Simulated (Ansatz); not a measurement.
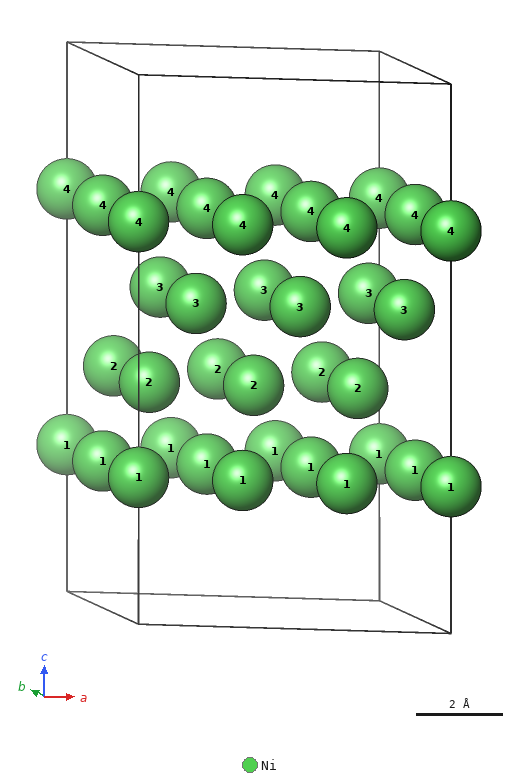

The input geometry (spheres-only view of the 3 × 2 repeat of the cell, with the vacuum cut short, seen slightly off an axis; atoms are numbered from 1 in the order of the input).

# Ni: single-point calculation (part 1 of 2)

The run: single-point calculation of Ni (slab, 4 atoms in the cell). Method and program: DFT, PBE, all-electron LAPW, scalar-relativistic, spin-polarised (Ansatz 0.2.0).

Figures and captions count atoms from 1; the log counts them from 0 in places.

The input
```yaml
crystal:
  lattice:
    - [2.4880369258, 0.0, 0.0]
    - [-1.2440184629, 2.1547031833, 0.0]
    - [0.0, 0.0, 22.0944]
  atoms:
    - { symbol: Ni, position: [0.0, 0.0, 0.3620822261], spin: 1.0 }
    - { symbol: Ni, position: [0.333333334, 0.666666666, 0.4540274083], spin: 1.0 }
    - { symbol: Ni, position: [0.666666667, 0.333333333, 0.5459725911], spin: 1.0 }
    - { symbol: Ni, position: [0.0, 0.0, 0.6379177739], spin: 1.0 }
magnetization:
  spin_polarized: true
kpoints:
  mp_grid: { grid: [19, 19, 1] }
scf:
  occupations: { method: fermi_dirac, width: 0.05 }
hamiltonian:
  xc: pbe
  pseudopotentials: { kind: all_electron, lapw: { basis_error: 0.001 } }
output:
  forces: true
  stress: true
  eigenvalues: true
  populations: true
  dos: { projected: true, de: 0.2, e_range: [-14, 8] }
efield:
  axis: 3
  amplitude: 0
  dipole_correction: true
```

Run on 2 threads of Intel Xeon @ 2.90GHz (Ice Lake), 32 GiB of memory available, shared host.

Launch command:
```bash
ansatz run input.yaml --threads 2 --pin off --max-ram 6144MiB --backend cpu --events-out ev --progress --plain --runs-dir out
```

The program's output
```
Ni: projections on atomic orbitals take those of the free atom 1s2 2s2 2p6 3s2 3p6 3d8 4s2, of charge +0.00 (hamiltonian.pseudopotentials.projection_atoms)
LAPW: plane waves up to 9.027 Å⁻¹, error target 1.0e-3 eV per atom; small_component_spin mean_spin; Ni in spheres of 1.244 Å, 18 of its electrons in bands, Dirac shells [] (how accurate: hamiltonian.pseudopotentials.lapw.basis_error, Limitations)
Engine: ansatz 0.2.0, x86_64-unknown-linux-gnu
Pseudopotentials: kind: all_electron
Pseudopotential: Ni, LAPW, valence charge 18, lapw/all_electron/scalar/gaussian/Ni, Koelling and Harmon's equation, gaussian nucleus
Functional definition: PBE
  parameter kappa = 0.804
  parameter beta = 0.06672455060314922
  exchange = pbe_x(kappa = kappa, mu = beta*pi^2/3)
  correlation = pbe_c(beta = beta)
Crystal: 4 atoms, lattice volume = 118.448 Å³
Basis set: ecut = 310.4612861155754 eV, 1527 PW (Γ), exchange–correlation at level 2
Bands: 46, of which v1, the nominal top of the filled ones, is band 36 counted from 1 (35 counted from 0)
Symmetry: 6 space group operations
k-points: 40 of 361 (time reversal used)
Non-local potential: Ni, projectors of the file, none
Initial density: superposition of atomic densities (neutral atoms: chi_scale 0, normalization atom)
Starting moments: Σ|m| = 4 μB on 4 of 4 sites
Initial wavefunctions: plane waves of lowest kinetic energy (no species holds an atomic orbital)
Functional: x = pbe(κ = 0.804, μ = 0.2195149727645171), c = pbe(β = 0.06672455060314922)
iter 1 solved again at ethr=9.22e-3 eV; its pass at ethr=1.00e-1 eV (dr2=6.64e0 eV) is discarded
SCF iter   1: F=—  HF=-165530.847025 eV  |F-HF|=—  |Δ(HF+E_count)|=         —  Δρ=1.70e-2 (↑1.05e-2 ↓1.70e-2)  dr2=6.66e0  dr2_m=1.21e-1  M=2.634 μB ∫|m|=2.840 μB  β_m=0.88  ethr=9.22e-3  p=0.000 e·Å  D=1.75e-14 V/Å  ΔV_dip=-0.00 eV  dr2_dipole=3.13e-16  V_vac-E_F(+/−)=8.81/8.81 eV  ⟨swp⟩=2.0  Hψ=24770  notcnv=0
Mixer restart at iter 1: flushing history
efield: sawtooth ramp at fractional position 0.9500 (placed from the atoms, in the widest stretch of the axis that holds none; the zero of the levels goes with the place), width 0.1000; the density the first Hamiltonian is built on has a dipole p = 0.000 e·Å; the dipole correction subtracts the counter field D = 4.05e-14 V/Å, which shifts the + side's vacuum level by -0.00 eV against the − side's; the planar-averaged density in the ramp window peaks in size at 1.4e-6 e/Å³
preconditioner: auto → LDOS  [metal: Δε(μ)=0.001 eV  Ē_g=8.460 eV  σ=0.050 eV  W_gap=0.01  n_scr=16 (ndim 8)  ℏωp=21.6 eV  f_vac=0.570  D(μ)=9.35/eV (n_scr^D=128)]
spin=Collinear: LDOS preconditioning applied to the charge; magnetization (m = ρ↑ − ρ↓) channel mixes plain (no charge-response kernel on spin).
SCF iter   2: F=—  HF=-165530.338725 eV  |F-HF|=—  |Δ(HF+E_count)|=   5.08e-1  Δρ=6.31e-3 (↑5.41e-3 ↓6.31e-3)  dr2=2.32e0  dr2_m=2.41e-3  M=2.603 μB ∫|m|=2.929 μB  β_m=0.32  ethr=9.22e-3  p=-0.000 e·Å  D=-4.54e-8 V/Å  ΔV_dip=0.00 eV  dr2_dipole=1.17e-12  V_vac-E_F(+/−)=7.54/7.54 eV  ⟨swp⟩=2.1  Hψ=11046  notcnv=0
density mixer auto → msr1: a metal under ldos (density of states about μ 3.55 of a free-electron gas's, 16 screened modes)
SCF iter   3: F=—  HF=-165530.175270 eV  |F-HF|=—  |Δ(HF+E_count)|=   1.63e-1  Δρ=5.05e-3 (↑5.05e-3 ↓3.12e-3)  dr2=6.02e-1  dr2_m=6.67e-3  M=2.634 μB ∫|m|=3.012 μB  β_m=0.66  ethr=3.23e-3  p=-0.000 e·Å  D=-2.36e-8 V/Å  ΔV_dip=0.00 eV  dr2_dipole=1.81e-13  V_vac-E_F(+/−)=6.47/6.47 eV  ⟨swp⟩=2.2  Hψ=11061  notcnv=0
iter 4 solved again at ethr=2.34e-5 eV; its pass at ethr=8.36e-4 eV (dr2=1.68e-2 eV) is discarded
SCF iter   4: F=—  HF=-165530.170024 eV  |F-HF|=—  |Δ(HF+E_count)|=   5.25e-3  Δρ=1.66e-3 (↑1.50e-3 ↓1.66e-3)  dr2=1.67e-2  dr2_m=1.49e-3  M=2.662 μB ∫|m|=3.066 μB  β_m=0.62  ethr=2.34e-5  p=-0.000 e·Å  D=-4.27e-8 V/Å  ΔV_dip=0.00 eV  dr2_dipole=3.53e-12  V_vac-E_F(+/−)=5.28/5.28 eV  ⟨swp⟩=2.0  Hψ=19046  notcnv=0
SCF iter   5: F=—  HF=-165530.171408 eV  |F-HF|=—  |Δ(HF+E_count)|=         —  Δρ=1.16e-3 (↑9.22e-4 ↓1.16e-3)  dr2=6.56e-2  dr2_m=3.37e-4  M=2.667 μB ∫|m|=3.086 μB  β_m=0.58  ethr=2.32e-5  p=0.000 e·Å  D=5.63e-8 V/Å  ΔV_dip=-0.00 eV  dr2_dipole=1.72e-12  V_vac-E_F(+/−)=5.15/5.15 eV  ⟨swp⟩=3.0  Hψ=11872  notcnv=0
the basis was enlarged: its passes take 1.9 MiB over the memory plan, 2 of 2 planned eigensolver slots
SCF iter   6: F=—  HF=-165530.167259 eV  |F-HF|=—  |Δ(HF+E_count)|=   4.15e-3  Δρ=5.46e-4 (↑4.99e-4 ↓5.46e-4)  dr2=5.44e-3  dr2_m=1.23e-5  M=2.663 μB ∫|m|=3.101 μB  β_m=0.69  ethr=2.32e-5  p=0.000 e·Å  D=5.93e-9 V/Å  ΔV_dip=-0.00 eV  dr2_dipole=4.45e-14  V_vac-E_F(+/−)=4.92/4.92 eV  ⟨swp⟩=3.0  Hψ=11435  notcnv=0
SCF iter   7: F=—  HF=-165530.167685 eV  |F-HF|=—  |Δ(HF+E_count)|=   4.26e-4  Δρ=4.31e-4 (↑4.28e-4 ↓4.31e-4)  dr2=8.54e-3  dr2_m=1.09e-6  M=2.661 μB ∫|m|=3.096 μB  β_m=0.57  ethr=7.56e-6  p=0.000 e·Å  D=1.59e-8 V/Å  ΔV_dip=-0.00 eV  dr2_dipole=2.46e-13  V_vac-E_F(+/−)=5.06/5.06 eV  ⟨swp⟩=3.0  Hψ=11041  notcnv=0
SCF iter   8: F=—  HF=-165530.167799 eV  |F-HF|=—  |Δ(HF+E_count)|=   1.14e-4  Δρ=4.74e-4 (↑2.81e-4 ↓4.74e-4)  dr2=8.88e-3  dr2_m=1.63e-5  M=2.660 μB ∫|m|=3.095 μB  β_m=0.52  ethr=7.56e-6  p=0.000 e·Å  D=1.62e-9 V/Å  ΔV_dip=-0.00 eV  dr2_dipole=1.07e-14  V_vac-E_F(+/−)=5.09/5.09 eV  ⟨swp⟩=2.0  Hψ=10389  notcnv=0
SCF iter   9: F=—  HF=-165530.167730 eV  |F-HF|=—  |Δ(HF+E_count)|=   6.93e-5  Δρ=1.77e-4 (↑1.59e-4 ↓1.77e-4)  dr2=8.02e-4  dr2_m=1.24e-6  M=2.661 μB ∫|m|=3.100 μB  β_m=0.62  ethr=7.56e-6  p=-0.000 e·Å  D=-2.42e-9 V/Å  ΔV_dip=0.00 eV  dr2_dipole=1.04e-14  V_vac-E_F(+/−)=5.04/5.04 eV  ⟨swp⟩=2.0  Hψ=10390  notcnv=0
SCF iter  10: F=—  HF=-165530.167872 eV  |F-HF|=—  |Δ(HF+E_count)|=   1.42e-4  Δρ=5.51e-5 (↑4.80e-5 ↓5.51e-5)  dr2=5.05e-5  dr2_m=1.29e-6  M=2.660 μB ∫|m|=3.098 μB  β_m=0.81  ethr=1.11e-6  p=-0.000 e·Å  D=-3.23e-9 V/Å  ΔV_dip=0.00 eV  dr2_dipole=6.07e-15  V_vac-E_F(+/−)=5.08/5.08 eV  ⟨swp⟩=2.5  Hψ=10503  notcnv=0
SCF iter  11: F=—  HF=-165530.167896 eV  |F-HF|=—  |Δ(HF+E_count)|=   2.40e-5  Δρ=1.69e-5 (↑1.41e-5 ↓1.69e-5)  dr2=2.39e-6  dr2_m=8.39e-8  M=2.661 μB ∫|m|=3.097 μB  β_m=0.89  ethr=7.01e-8  p=-0.000 e·Å  D=-5.98e-9 V/Å  ΔV_dip=0.00 eV  dr2_dipole=2.36e-14  V_vac-E_F(+/−)=5.06/5.06 eV  ⟨swp⟩=3.0  Hψ=10959  notcnv=0
SCF iter  12: F=—  HF=-165530.167899 eV  |F-HF|=—  |Δ(HF+E_count)|=   3.34e-6  Δρ=1.10e-5 (↑5.95e-6 ↓1.10e-5)  dr2=5.64e-6  dr2_m=9.96e-9  M=2.661 μB ∫|m|=3.097 μB  β_m=0.88  ethr=3.32e-9  p=0.000 e·Å  D=1.17e-8 V/Å  ΔV_dip=-0.00 eV  dr2_dipole=2.09e-14  V_vac-E_F(+/−)=5.07/5.07 eV  ⟨swp⟩=2.9  Hψ=10897  notcnv=0
SCF iter  13: F=—  HF=-165530.167899 eV  |F-HF|=—  |Δ(HF+E_count)|=   1.16e-7  Δρ=3.44e-6 (↑3.33e-6 ↓3.44e-6)  dr2=2.75e-7  dr2_m=1.57e-9  M=2.661 μB ∫|m|=3.097 μB  β_m=0.78  ethr=3.32e-9  p=-0.000 e·Å  D=-2.12e-8 V/Å  ΔV_dip=0.00 eV  dr2_dipole=7.63e-13  V_vac-E_F(+/−)=5.06/5.06 eV  ⟨swp⟩=2.8  Hψ=10528  notcnv=0
SCF iter  14: F=—  HF=-165530.167899 eV  |F-HF|=—  |Δ(HF+E_count)|=   3.08e-8  Δρ=2.07e-6 (↑1.79e-6 ↓2.07e-6)  dr2=1.37e-7  dr2_m=4.06e-10  M=2.661 μB ∫|m|=3.097 μB  β_m=0.75  ethr=3.81e-10  p=0.000 e·Å  D=1.67e-8 V/Å  ΔV_dip=-0.00 eV  dr2_dipole=9.80e-13  V_vac-E_F(+/−)=5.06/5.06 eV  ⟨swp⟩=3.0  Hψ=10481  notcnv=0
SCF iter  15: F=—  HF=-165530.167899 eV  |F-HF|=—  |Δ(HF+E_count)|=   9.52e-9  Δρ=1.51e-6 (↑8.78e-7 ↓1.51e-6)  dr2=4.50e-8  dr2_m=3.81e-10  M=2.661 μB ∫|m|=3.097 μB  β_m=0.61  ethr=1.90e-10  p=-0.000 e·Å  D=-2.02e-8 V/Å  ΔV_dip=0.00 eV  dr2_dipole=1.10e-12  V_vac-E_F(+/−)=5.06/5.06 eV  ⟨swp⟩=3.0  Hψ=10548  notcnv=0
SCF iter  16: F=-165530.167899 eV  HF=-165530.167899 eV  |F-HF|=2.63e-8  |Δ(HF+E_count)|=   8.59e-9  Δρ=9.25e-7 (↑5.02e-7 ↓9.25e-7)  dr2=1.97e-8  dr2_m=1.12e-10  M=2.661 μB ∫|m|=3.097 μB  ethr=6.25e-11  p=-0.000 e·Å  D=-4.32e-10 V/Å  ΔV_dip=0.00 eV  dr2_dipole=2.32e-13  V_vac-E_F(+/−)=5.06/5.06 eV  ⟨swp⟩=2.3  Hψ=10395  notcnv=0
SCF 1 converged in 16 iterations: F = -165530.167899 eV  dr2 = 1.97e-8
```

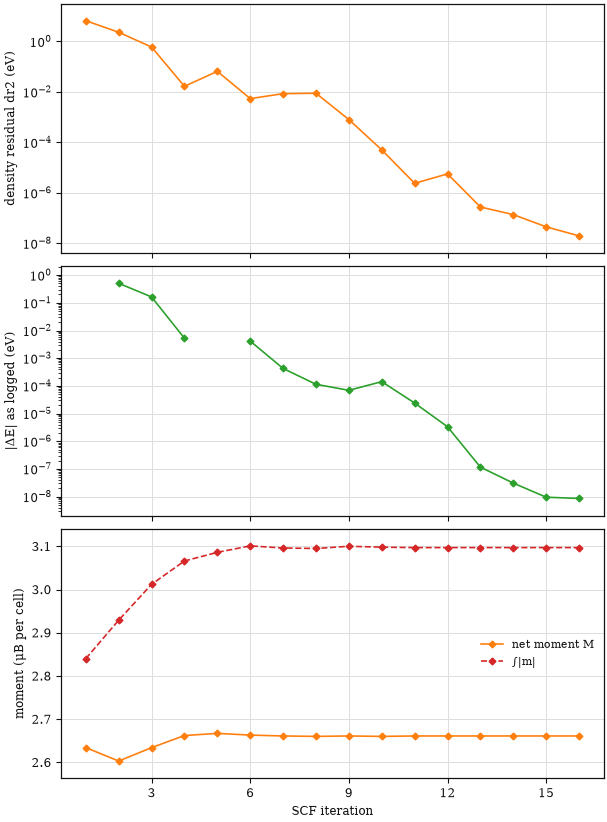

Convergence of the self-consistent field: density residual dr2, size of the energy change and magnetic moment against the SCF iteration. The residual falls unevenly and jumps up by a factor of two or more 2 times on the way down. The net moment stays at 2.7 μB per cell.
